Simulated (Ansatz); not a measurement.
AlRu

```
CELL_PARAMETERS angstrom
2.93177 -2.93177 0.00000
3.05143 3.05143 0.00000
0.00000 0.00000 2.99160
ATOMIC_POSITIONS crystal
Ru 0.50000 0.00000 0.50000
Ru 0.00000 0.50000 0.50000
Al 0.00000 0.00000 0.00000
Al 0.50000 0.50000 0.00000
```

Space group Cmmm; computed pressure about 3 GPa in this cell.

These are results of Kohn-Sham DFT of a periodic cell, PBE, Ansatz PAW (Ansatz 0.2.0), not measurements.

**What will maps of the valence pseudo-density and electron localisation function show?**

Al–Ru (2.63 Å): ρ at the midpoint is about 0.34 e/Å³; the ELF is about 0.35 at the midpoint.

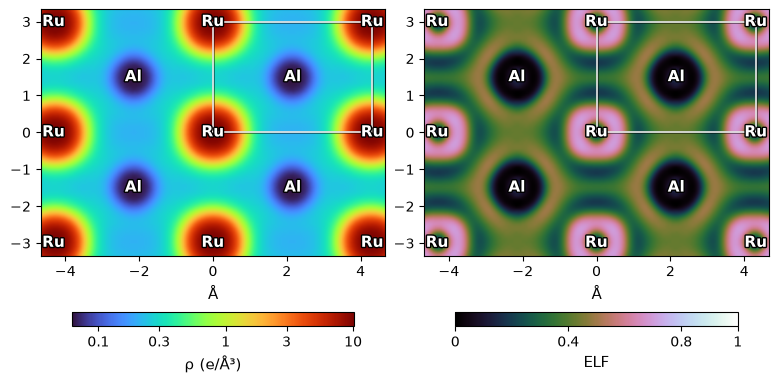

Computed valence pseudo-density and electron localisation function on the (100) plane of the conventional cell, in this order. 

In a PAW calculation such maps are meaningful between the atoms, not at the nuclei.
